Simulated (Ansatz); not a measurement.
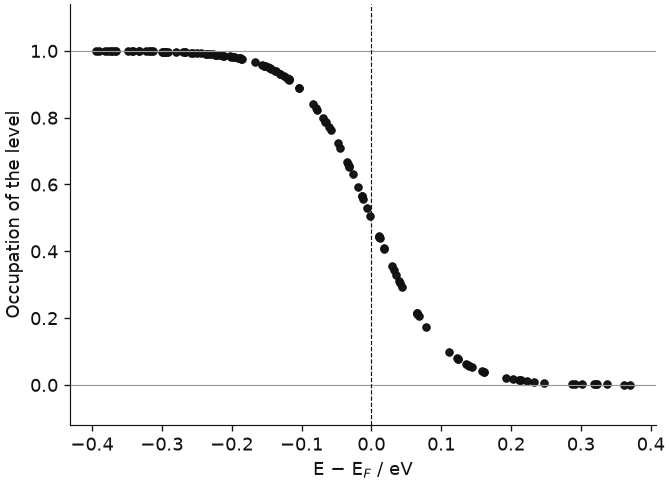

Occupations of the one-electron levels of the k mesh against their energy, from a run on Pd, space group Fm-3m, 1 atom in the cell, with Ansatz.

Q: Name the smearing function and its width.

A: Fermi-Dirac smearing with a width of 0.05 eV. The occupations stay between 0 and 1 and have long exponential tails; the slope at the Fermi level is 1/(4 × width).
